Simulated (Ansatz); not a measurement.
# Cd_Mg in MgO (Fm-3m): charge-transition levels and formation energies

Wanted: the transition levels of a substitutional impurity in MgO (Fm-3m), from a cell of 54 host atoms with 1 Mg taken out and 1 Cd put in.

Program: Ansatz 0.2.0. Level of theory: place-levels on r2SCAN runs: charge-transition levels and formation energies with image-charge correction and potential alignment at the atomic sites; PAW set soft_1. Results are calculated unless marked as measured.

The experiments to compare with:

“Electronic structure of alkaline earth and post-transition metal oxides” (2009, arxiv:0908.1581) quotes from earlier work for MgO, rocksalt (bulk crystal): band gap (literature experimental gap) 7.83 eV [Literature value based on experiment; other listed experimental values range from 7.7 to …].

## Step 1: The starting structure

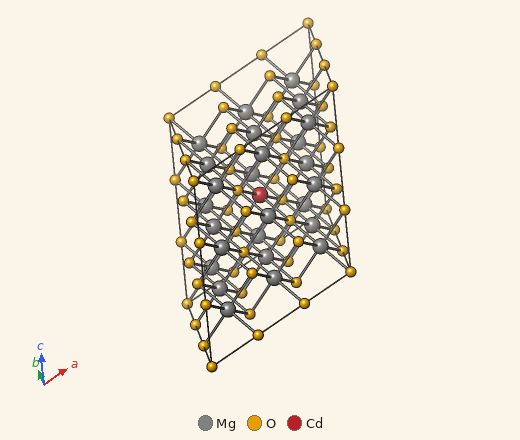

The cell as given, slightly off an axis (magnesium grey, oxygen orange, cadmium red). Bonds to atoms that aren't drawn are left out. Some periodic images of atoms are drawn too.

The cell holds 54 atoms: 26 Mg, 27 O and 1 Cd. Cell: a = 8.925 Å, b = 8.925 Å, c = 8.925 Å, α = 60.0°, β = 60.0°, γ = 60.0°. It derives from MgO (space group Fm-3m). Nearest the centre at fractional (0.667, 0.667, 0.333): Cd51 at 0.00 Å, O28 at 2.10 Å, O44 at 2.10 Å, O32 at 2.10 Å, O34 at 2.10 Å, O46 at 2.10 Å, O50 at 2.10 Å, Mg9 at 2.98 Å.

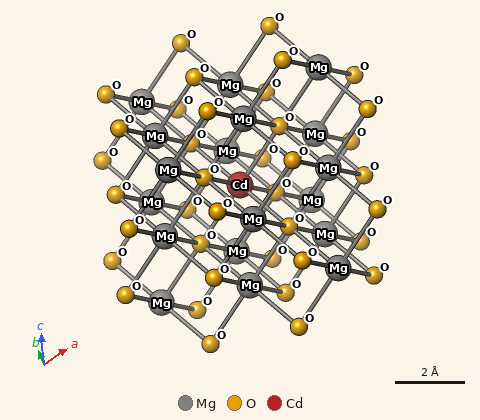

The atoms within 5 Å of the centre.

The host's dielectric constants go in as inputs: 3.24 for the electrons alone, 10.37 with the ions, from a response run on this crystal (DFPT, PBEsol) at that run's own cell.

The cell's shortest repeat is 8.9 Å.

## Step 2: What was run first

A transition level is the Fermi level at which two charge states cost the same, so each charge needs its own total energy, at its own relaxed structure.

Random displacements of about 0.05 Å break the site symmetry at the start, so that the relaxation can reach a distorted minimum if there is one. Forces are taken at one point at (¼, ¼, ¼). The cell holds 1 electron more than the neutral one, with a uniform background that keeps it neutral on the whole. The electron count is odd, so at least one spin is unpaired; this run locks the moment at 1 μB.

The sampling was tested on the host first: at the k-points planned (1x1x1 shifted 0.25 0.25 0.25) its energy lies 0.020 eV an atom from the dense-mesh value, under the bound of 0.02 eV set for this test; that bounds the host's error, not the defect's.

One state's input; the others differ in charge, spin, start and seed, and in occupations where the table says so.

The input, qm1_M1.relax/input.yaml:

```yaml
crystal:
  lattice:
    - [0.0, 6.31124291, 6.31124291]
    - [6.31124291, 0.0, 6.31124291]
    - [6.31124291, 6.31124291, 0.0]
  atoms:
    - { symbol: Mg, position: [0.0, 0.0, 0.0] }
    - { symbol: O, position: [0.16666667, 0.16666667, 0.16666667] }
[... 6 atom lines left out ...]
    - { symbol: Mg, position: [0.0, 0.33333333, 0.33333333] }
[... 3 atom lines left out ...]
    - { symbol: Mg, position: [0.0, 0.66666667, 0.0] }
[... 1 atom line left out ...]
    - { symbol: Mg, position: [0.0, 0.66666667, 0.33333333] }
[... 5 atom lines left out ...]
    - { symbol: Mg, position: [0.33333333, 0.0, 0.33333333] }
[... 6 atom lines left out ...]
    - { symbol: O, position: [0.5, 0.5, 0.5] }
[... 1 atom line left out ...]
    - { symbol: O, position: [0.5, 0.5, 0.83333333] }
[... 1 atom line left out ...]
    - { symbol: O, position: [0.5, 0.83333333, 0.16666667] }
    - { symbol: Mg, position: [0.33333333, 0.66666667, 0.33333333] }
    - { symbol: O, position: [0.5, 0.83333333, 0.5] }
    - { symbol: Mg, position: [0.33333333, 0.66666667, 0.66666667] }
[... 1 atom line left out ...]
    - { symbol: Mg, position: [0.66666667, 0.0, 0.0] }
[... 1 atom line left out ...]
    - { symbol: Mg, position: [0.66666667, 0.0, 0.33333333] }
[... 4 atom lines left out ...]
    - { symbol: O, position: [0.83333333, 0.5, 0.16666667] }
    - { symbol: Mg, position: [0.66666667, 0.33333333, 0.33333333] }
    - { symbol: O, position: [0.83333333, 0.5, 0.5] }
    - { symbol: Mg, position: [0.66666667, 0.33333333, 0.66666667] }
[... 1 atom line left out ...]
    - { symbol: Mg, position: [0.66666667, 0.66666667, 0.0] }
    - { symbol: O, position: [0.83333333, 0.83333333, 0.16666667] }
    - { symbol: Cd, position: [0.66666667, 0.66666667, 0.33333333] }
[... 1 atom line left out ...]
    - { symbol: Mg, position: [0.66666667, 0.66666667, 0.66666667] }
    - { symbol: O, position: [0.83333333, 0.83333333, 0.83333333] }
  host:
    repeats: [3, 3, 3]
    atoms:
      - { symbol: Mg, position: [0.0, 0.0, 0.0] }
      - { symbol: O, position: [0.5, 0.5, 0.5] }
total_charge: -1
basis:
  ecutwfc: 500
  xc_grid: 2
hamiltonian:
  xc: r2scan
  pseudopotentials: { kind: paw, azcp: { folder: soft_1 } }
kpoints:
  mp_grid: { grid: [1, 1, 1], shift: [0.25, 0.25, 0.25] }
magnetization:
  spin_polarized: true
  initial_magnetization: 1
  spin_locking: { lock_magnetization: hard }
scf:
  occupations: { method: fixed }
  max_iter: 60
output:
  forces: true
  charged_corrections:
    epsilon: 3.24
    static_epsilon: 10.37
    defect_position: [0.666667, 0.666667, 0.333333]
relax:
  f_tol: 0.02
  max_steps: 80
  random_displacement: { amplitude: 0.05, seed: 9991 }
checkpoint:
  write: "../qm1_M1.relax.run"
  compress: false
  write_wavefunctions: true
  write_every: 100000
```

Launch:

```sh
$ ansatz run input.yaml --threads 4 --pin off --max-ram 7536MiB --backend cpu --events-out ev --progress --plain --runs-dir out
```

The relaxed structure is kept and the sampling changed to a 2×2×2 shifted mesh.

The run of this state that the levels use, under r2SCAN:

The input, qm1_M1.point/input.yaml:

```yaml
crystal:
  checkpoint: "../qm1_M1.relax.run"
  host: checkpoint
total_charge: -1
basis:
  ecutwfc: 500
  xc_grid: 2
hamiltonian:
  xc: r2scan
  pseudopotentials: { kind: paw, azcp: { folder: soft_1 } }
kpoints:
  mp_grid: { grid: [2, 2, 2], shift: [0.5, 0.5, 0.5] }
magnetization:
  spin_polarized: true
  initial_magnetization: 1
  spin_locking: { lock_magnetization: hard }
scf:
  occupations: { method: fermi_dirac, width: 0.01 }
  max_iter: 60
output:
  forces: true
  eigenvalues: true
  charged_corrections:
    epsilon: 3.24
    static_epsilon: 10.37
    defect_position: [0.666667, 0.666667, 0.333333]
  eigenstates: { localisation: true }
  populations: true
  efg: {}
  band_densities: [{ bands: [v1, v1] }, { bands: [c1, c1] }]
  write_density: true
  write_potential: true
  volumetric_format: npy
checkpoint:
  read: "../qm1_M1.relax.run"
  write: "../qm1_M1.point.run"
  compress: false
  write_wavefunctions: false
  write_every: 100000
```

Relaxations under r2SCAN at one point at (¼, ¼, ¼); times on 4 threads of Arm Neoverse V2, shared host:

```
charge  moment (μB)  occupations    outcome  steps  largest displacement against the far atoms (Å)     time
    −1            1        fixed  converged      5                                            0.16    2 min
     0            0        fixed  converged      7                                            0.12     63 s
    +1            1        fixed  converged      5                                            0.11  2.8 min
```

Single points under r2SCAN at a 2×2×2 shifted mesh; times on 4 threads of Arm Neoverse V2, shared host:

| charge | moment (μB) | occupations | outcome | time |
| --- | --- | --- | --- | --- |
| −1 | 1 | fermi-dirac | converged | 2.5 min |
| 0 | 0 | fermi-dirac | converged | 50 s |
| +1 | 1 | fermi-dirac | converged | 2.4 min |

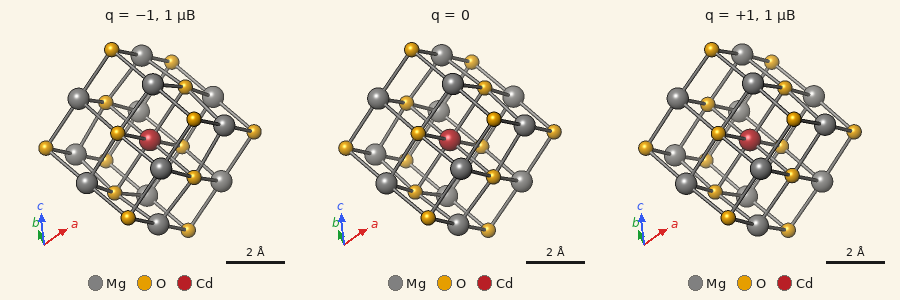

The structures near the centre after relaxation with r2SCAN, by charge.

Distances (Å) from Cd51 to the nearest atoms after relaxation with r2SCAN:

```
charge  moment (μB)      1.      2.      3.      4.      5.      6.
    −1            1  O 2.26  O 2.26  O 2.26  O 2.26  O 2.26  O 2.26
     0            0  O 2.22  O 2.22  O 2.22  O 2.22  O 2.22  O 2.22
    +1            1  O 2.15  O 2.15  O 2.19  O 2.19  O 2.22  O 2.22
```

## Step 3: Placing the levels, r2SCAN

A charged cell interacts with its images and the background, and its potential has another zero than the host's. place-levels removes the first by a point-charge model, screened by the static dielectric constant since the ions have relaxed around the charge, and the second by comparing potentials at atoms far from the defect.

The host is a run of the defect-free crystal in the same cutoffs, grids and k-points, so that basis and sampling errors cancel in part in the differences. The host is run in a cell of 2 atoms on a matching mesh. Its band edges are searched through the zone by a band path, so the gap is smaller than, or equal to, that on the mesh. Chemical potentials are energies per atom of Mg (hcp) and Cd (hcp), run with the same functional and cutoff.

The input, levels.point.yaml:

```yaml
host:
  run: host.point.run
states: [qm1_M1.point.run, q0.point.run, qp1_M1.point.run]
geometry_from:
  qm1_M1.point.run: qm1_M1.relax.run
  q0.point.run: q0.relax.run
  qp1_M1.point.run: qp1_M1.relax.run
chemical_potentials:
  Mg:
    energy: -1926.407918
    dataset: "<sha256 of the dataset>"
  Cd:
    energy: -8268.253598
    dataset: "<sha256 of the dataset>"
epsilon: 3.24
static_epsilon: 10.37
vertical:
  - { from: qm1_M1.point.run, to: qm1_M1.point_neutral.run }
  - { from: qp1_M1.point.run, to: qp1_M1.point_neutral.run }
```

Launch:

```sh
$ ansatz place-levels levels.point.yaml -- --threads 4 --pin off --max-ram 7536MiB
```

Numbers of over 12 decimals in the logs are rounded to 6 here.

What it wrote:

```text
[... repeated set-up lines and file paths are left out, and long positions are rounded to six places ...]
(+1/0) 0.008 eV beneath the valence edge, in the valence band
(0/-1) 5.749 eV above the valence edge (+6.367 eV without the band-filling correction), in the conduction band
formation energy of charge +1: +4.421 eV with the Fermi level at the valence edge
formation energy of charge 0: +4.413 eV with the Fermi level at the valence edge
formation energy of charge -1: +10.162 eV with the Fermi level at the valence edge
vertical -1 to 0: no energy, since no alignment is typed
  the change from vertical[0].from (qm1_M1.point.run) to vertical[0].to (qm1_M1.point_neutral.run): by its potential at epsilon 3.24 it stands at 0.666 0.667 0.333, with an rms radius of about 2.5 Å (1.4 1.4 1.4 Å across the planes of the cell's vectors); [...]
vertical +1 to 0: no energy, since no alignment is typed
  the change from vertical[1].from (qp1_M1.point.run) to vertical[1].to (qp1_M1.point_neutral.run): by its potential at epsilon 3.24 it stands at 0.667 0.666 0.334, with an rms radius of about 2.7 Å (1.6 1.5 1.5 Å across the planes of the cell's vectors); [...]
  edges by r2scan, gap 5.678 eV; the host is sampled to repeats of 17.85 Å
  the defect's cells are sampled to repeats of 17.85 Å, like sampling
  charge +1: -73799.8184 eV with its correction of +0.618 eV, at epsilon 10.37, aligned at sites: +0.3659 eV, mean over 21 atomic sites at or beyond 4.46 Å from the defect at [0.6667, 0.6667, 0.3333], with -0.000000 for the charge's moments and without [...]
  states[2] (qp1_M1.point.run): levels filled in part (TS 0.003 eV): its energy is of no whole electron's
  charge 0: +0.000 eV for its dipole among its images, +0.000 omitted
  charge -1: -73778.0910 eV with its correction of -0.163 eV, at epsilon 10.37, aligned at sites: +0.4153 eV, mean over 21 atomic sites at or beyond 4.46 Å from the defect at [0.6667, 0.6667, 0.3333], with -0.000000 for the charge's moments and without [...]
  of states[2] (qp1_M1.point.run): it parts from the run at its places by a charge that spreads by about 1.6 Å along one vector (1.3 Å or more is wide), by its potential at epsilon 3.24, taken for that of held ions (one typed too small widens it), where the [...]
  of states[1] (q0.point.run): its alignment with the host at atomic sites is doubtful: the cell is too small to show whether the defect's potential has decayed: take a larger one
  of states[0] (qm1_M1.point.run): it parts from the run at its places by a charge that spreads by about 1.4 Å along one vector (1.3 Å or more is wide), by its potential at epsilon 3.24, taken for that of held ions (one typed too small widens it), where the [...]
  of vertical[0].from (qm1_M1.point.run): its moments are held at its close (magnetization.spin_locking), by a field of 0.197 eV a Bohr magneton, and its energy and levels are of the state that this holds: a run that lets them go can end lower; [...]
  vertical[1].from (qp1_M1.point.run): levels filled in part (TS 0.003 eV): its energy is of no whole electron's
  of vertical[1].from (qp1_M1.point.run): stability_check_not_made; [...]
```

Run time: 0.27 s. Hardware: 4 threads of Arm Neoverse V2, shared host.

Levels between the charges placed, in eV above the valence top:

```csv
,gap (eV),(+1/0),(0/−1)
r2SCAN,5.68,-0.01,5.75
```

Corrections by state:

```
charge  moment (μB)  image terms and alignment (eV)  band filling (eV)  ε used  over the lowest of its charge, as the program ranks them, band filling apart (eV)
    +1          1.0                           0.618                  -   10.37                                                                              0.000
     0          0.0                           0.000                  -       -                                                                              0.000
    −1          1.0                          -0.163             -0.617   10.37                                                                              0.000
```

The charged structures listed were also run neutral, and place-levels reads from each pair, by the potential or the spins, how wide the charge is by which they differ; that can be the carrier of either run.

```
charge  rms radius (Å)  spread where it is widest against the cell (Å)  wide from (Å)  reading
    +1             2.7                                            1.56           1.26     wide
    −1             2.5                                            1.42           1.26     wide
```

The neutral runs of these pairs need not share the spin of the lowest neutral state, and very wide values only mean spread over the cell.

From the program's caveats on the states, each cut to its opening words:

- charge +1 (1 μB): it parts from the run at its places by a charge that spreads by about 1.6 Å along one vector (1.3 Å or more is wide), by its potential at epsilon 3.24, taken [...]
- charge +1 (1 μB), 0, −1 (1 μB): its alignment with the host at atomic sites is doubtful: the cell is too small to show whether the defect's potential has decayed: take a larger one
- charge +1 (1 μB): the host's ions (past the first shell or, of a walk that freed a part, those that it held) aren't shown at rest: they stand up to 0.044 Å off their sites, 0.97 [...]
- charge +1 (1 μB), −1 (1 μB): flagged: stability check not made
- charge −1 (1 μB): it parts from the run at its places by a charge that spreads by about 1.4 Å along one vector (1.3 Å or more is wide), by its potential at epsilon 3.24, taken [...]
- charge −1 (1 μB): a band-filling correction moves a carrier to the host's band edge, which changes its energy by -0.617 eV
- charge −1 (1 μB): the host's ions (past the first shell or, of a walk that freed a part, those that it held) aren't shown at rest: they stand up to 0.024 Å off their sites, 0.34 [...]
- charge −1 (1 μB): its moments are held at its close (magnetization.spin_locking), by a field of 0.197 eV a Bohr magneton, and its energy and levels are of the state that this [...]

The host's formation energy from the elements is -2.963 eV per atom; it sets how far the chemical potentials can move.

Formation energies (eV), Mg-rich (Δμ(Mg) = 0.00 eV, Δμ(O) = -5.93 eV, Δμ(Cd) = 0.00 eV):

```csv
charge,Fermi level at the valence top,at the conduction bottom
+1,4.42,10.10
0,4.41,4.41
−1,10.16,4.48
```

Formation energies (eV), O-rich (Δμ(O) = 0.00 eV, Δμ(Mg) = -5.93 eV, Δμ(Cd) = 0.00 eV):

| charge | Fermi level at the valence top | at the conduction bottom |
| --- | --- | --- |
| +1 | -1.50 | 4.17 |
| 0 | -1.51 | -1.51 |
| −1 | 4.24 | -1.44 |

The charge transition levels (eV, zero at the valence-band top of the host):

```csv
,conduction bottom,valence top
Cd_Mg,5.68,0.00
```

```csv
,level,energy (eV)
Cd_Mg,(+1/0),-0.01
Cd_Mg,(0/−1),5.75
```

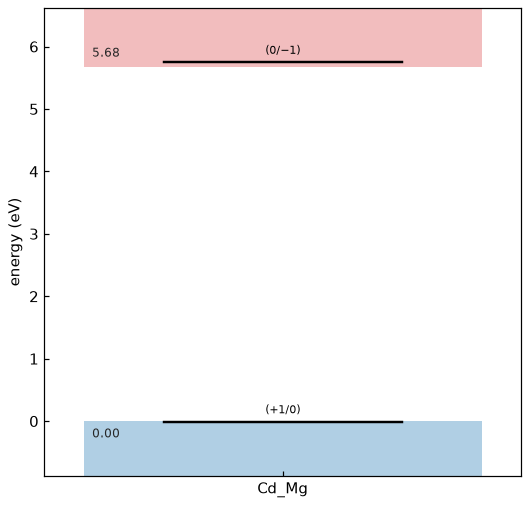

Charge transition levels. Shaded: valence and conduction bands.

## Step 4: The same at the relaxations' own k-points

The relaxations' own energies give the levels at their sampling, for comparison.

The input, levels.relax_mesh.yaml:

```yaml
host:
  run: host.relax.run
states: [qm1_M1.relax.run, q0.relax.run, qp1_M1.relax.run]
chemical_potentials:
  Mg:
    energy: -1926.407918
    dataset: "<sha256 of the dataset>"
  Cd:
    energy: -8268.253598
    dataset: "<sha256 of the dataset>"
```

Launch:

```sh
$ ansatz place-levels levels.relax_mesh.yaml -- --threads 4 --pin off --max-ram 7536MiB
```

What it wrote:

```text
(+1/0) 0.005 eV above the valence edge, 5.654 eV under the conduction edge
[...]
formation energy of charge +1: +4.410 eV with the Fermi level at the valence edge
formation energy of charge 0: +4.416 eV with the Fermi level at the valence edge
formation energy of charge -1: +10.205 eV with the Fermi level at the valence edge
  edges by r2scan, gap 5.659 eV; the host is sampled to repeats of 8.93 Å
[... the lines on each state left out ...]
```

Run time: 0.09 s. Hardware: 4 threads.

Levels between neighbouring charges, in eV above the valence top:

```csv
,gap (eV),(+1/0),(0/−1)
"one point at (¼, ¼, ¼)",5.66,0.01,5.79
a 2×2×2 shifted mesh,5.68,-0.01,5.75
```

Going from one point at (¼, ¼, ¼) to a 2×2×2 shifted mesh moves the levels that carry no band-filling term by up to 0.01 eV and formation energies against the elements by up to 0.04 eV; band-filling terms, which differ between samplings, are in these energies.

## Step 5: Summary of results

| Quantity | Value |
| --- | --- |
| gap of the host | 5.68 eV (r2SCAN) |
| level (plus 1/0) | 0.01 eV below the valence top |
| level (0/minus 1) | 5.75 eV above the valence top, past the conduction bottom (6.37 eV above the valence top without the band-filling term) |
| lowest of the charges placed, just above the valence top (0.02 eV) | 0 |
| lowest of the charges placed, just below the conduction bottom (0.02 eV) | 0 |
| lowest formation energy at mid-gap of the charges run, Mg-rich | 4.41 eV |
| lowest formation energy at mid-gap of the charges run, O-rich | -1.51 eV |

**Reading.** Of the charges placed (−1, 0 and +1), 0 is the lowest from 0.02 eV above the valence top to 0.02 eV below the conduction bottom, a gap of 5.68 eV. (+1/0) lies 0.01 eV from a band edge, less than the doubt on such levels. States placed: +1 at 1 μB; 0 at 0 μB; −1 at 1 μB. Other spin states or structures, where not listed, weren't placed. The program finds carriers beyond a band edge of the host and adds a band-filling term at charge −1 (-0.62 eV); steps to such a charge show no bound level, and a defect level inside a band would be read the same way. Cd is taken at its element; compounds, which aren't counted here, bound the chemical potentials and would shift these formation energies. The lowest formation energy (O-rich) is negative across the gap, so the defect would form by itself: these chemical potentials lie beyond what competing compounds allow, or the host is unstable against it. Going from one point at (¼, ¼, ¼) to a 2×2×2 shifted mesh moves the levels that carry no band-filling term by up to 0.01 eV and formation energies against the elements by up to 0.04 eV; band-filling terms, which differ between samplings, are in these energies. The program doubts the alignment of potentials for at least one state, a sign that the cell is small. Limits: the images are only 8.9 Å apart; r2SCAN makes the gap too small and tends to spread out bound carriers; where a gas molecule sets a chemical potential or the host's formation energy, its binding is uncorrected; spin–orbit coupling, which can matter with heavy atoms, is left out; force components of up to 0.46 eV/Å remain in a run at the final settings.

Computed beside measured:

| quantity | measured | r2SCAN |
| --- | --- | --- |
| band gap (least gap of the host) (eV) | 7.83 | 5.68 (-2.15 eV) |

Measured values from arxiv:0908.1581 (2009).

Verdict: The band gap is off by -2.15 eV: a clear miss. Local and semilocal functionals usually give gaps below the measured ones. Zero-point and thermal motion shift the measured gap.

[Logs are printed without paths, hosts, clocks, repeated set-up lines and the standing remarks that a program may print on its own settings, such as how far it seeks lower states.]

[Hosts, paths, dates, database ids (printed as entryN), source tags and the programs' standing remarks are cut or masked in the printed files.]

[Where a table of states has a column of steps, it counts the stored structures, which are thinned; the runs took as many ionic steps or more.]

[A defect's name tells the site on which it was built; relaxed atoms can leave that site.]

[For some hosts the program warned that the k-mesh of the response run may be too coarse for force constants and the static dielectric constant; such warnings are not shown here.]
